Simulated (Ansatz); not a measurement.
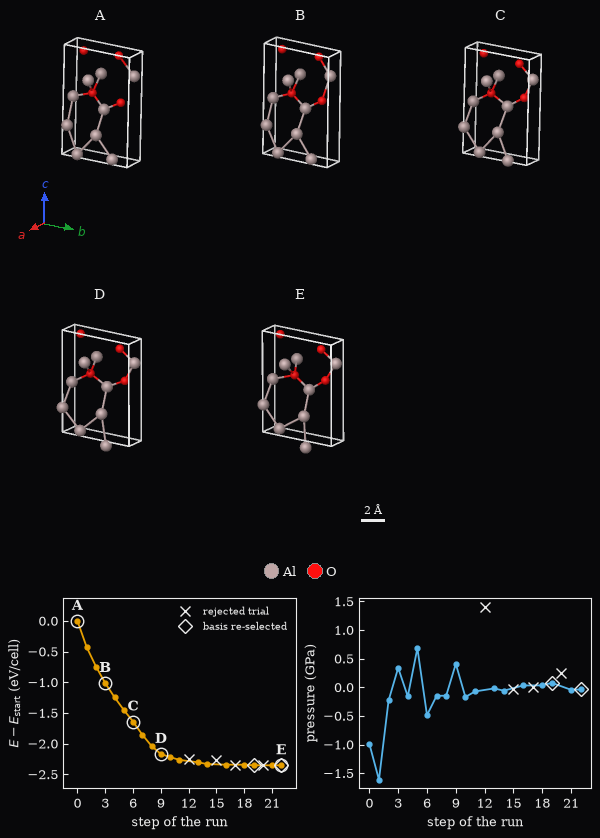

Frames of a relaxation of crystalline Al₂O (a generated structure, set up in P1) (coarse preliminary run), marked on the history of the run. Style: ball-and-stick. Shown: the cell of the calculation, slightly off an axis.

Method: DFT PBE, scalar-relativistic, plane waves, PAW (Ansatz 0.2.0). Set-up: plane-wave cutoff 420 eV; k-point mesh 6 × 4 × 2; occupations gaussian; smearing width 0.1 eV; no spin polarisation; cell and atoms relaxed; force threshold 0.04 eV/Å; at most 70 steps.

What happens along the run?

The atom that moves furthest relative to the cell is an Al atom (1.28 Å along [0 −3 −2]). Largest moves by element: Al 1.28 Å, O 0.62 Å. The drawn cell changes as follows: a 3.109 → 3.043 Å (−2.1 %), b 6.236 → 6.608 Å (+6.0 %), c 9.908 → 9.164 Å (−7.5 %), α 97.1° → 98.0°, β 93.6° → 90.0°, γ 91.7° → 90.2°; the volume changes by −4.0 %. Some distances before and after: Al–Al 2.785 → 3.716 Å, Al–O 2.657 → 1.883 Å, Al–O 2.357 → 1.852 Å, Al–O 2.301 → 1.963 Å. New bonds form: Al–O (2.66 → 1.88 Å). Bonds break: Al–Al (2.79 → 3.72 Å). Among the angles between lasting bonds that change: Al–Al–Al 64.2° → 98.0°, Al–O–Al 95.3° → 122.5°, Al–O–Al 138.1° → 113.4°. The space group stays P1 (No. 1). After 16 accepted moves (22 points after the start) the energy has fallen by 2.353 eV per cell of the calculation. Largest force component: 0.91 eV/Å at the start, 0.026 eV/Å at the end. Pressure: −0.99 GPa at the start and −0.04 GPa at the end. The line search rejected the trial steps at points 12, 15, 17, 20 of the run. The SCF was repeated twice at an unchanged geometry on a basis and grid sized afresh for the cell, which shifted the energy by 9.0 meV per cell of the calculation at most. From step 0 to 3: an Al atom moves most (0.56 Å), volume −2.9 %, energy −1.013 eV per cell of the calculation. From step 3 to 6: an Al atom moves most (0.41 Å), volume −2.5 %, energy −0.627 eV per cell of the calculation. From step 6 to 9: an Al atom moves most (0.55 Å), volume +0.4 %, energy −0.527 eV per cell of the calculation. From step 9 to 22: an O atom moves most (0.33 Å), volume +1.1 %, energy −0.185 eV per cell of the calculation.
